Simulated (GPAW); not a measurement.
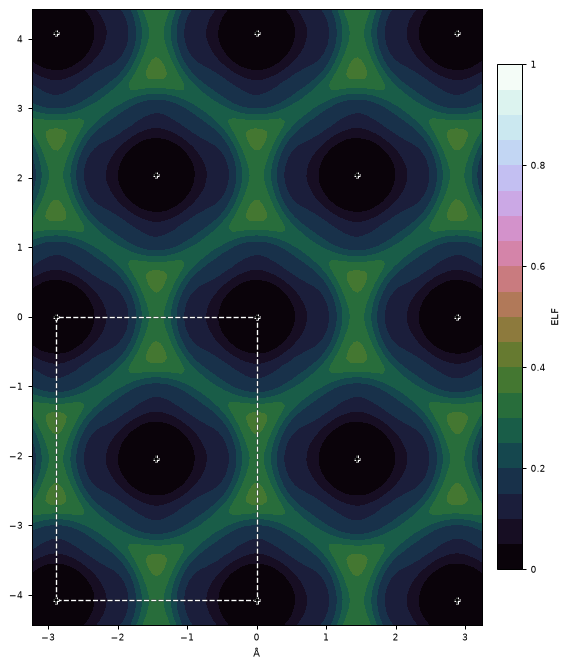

The ELF on a plane through atoms (crosses mark nuclei in the plane).

Method: Kohn-Sham DFT of a periodic cell, PBEsol, PAW data sets made by gpaw-setup for the functional (GPAW 26.7.0).

Candidates:
A. Fe, a = 2.89 Å, b = 2.89 Å, c = 2.89 Å, α = 90.00°, β = 90.00°, γ = 90.00°. Space group Im-3m; computed pressure about −16 GPa in this cell; spin-polarised.
B. CaF2, a = 5.46 Å, b = 5.46 Å, c = 5.46 Å, α = 90.00°, β = 90.00°, γ = 90.00°. Space group Fm-3m; computed pressure about −3 GPa in this cell.
C. Co, a = 2.49 Å, b = 2.49 Å, c = 4.06 Å, α = 90.00°, β = 90.00°, γ = 120.00°. Space group P-3m1; a structure from a database of computed crystals, not necessarily the ambient phase; not relaxed (largest force 0.5 eV/Å); computed pressure about −9 GPa in this cell; spin-polarised.

Q: Which system is this?

A: Candidate A: Fe on the (11̄0) plane of the conventional cell, which holds Fe. Fe–Fe (2.50 Å): the ELF is about 0.30 at the midpoint; no localised pair shows between them.
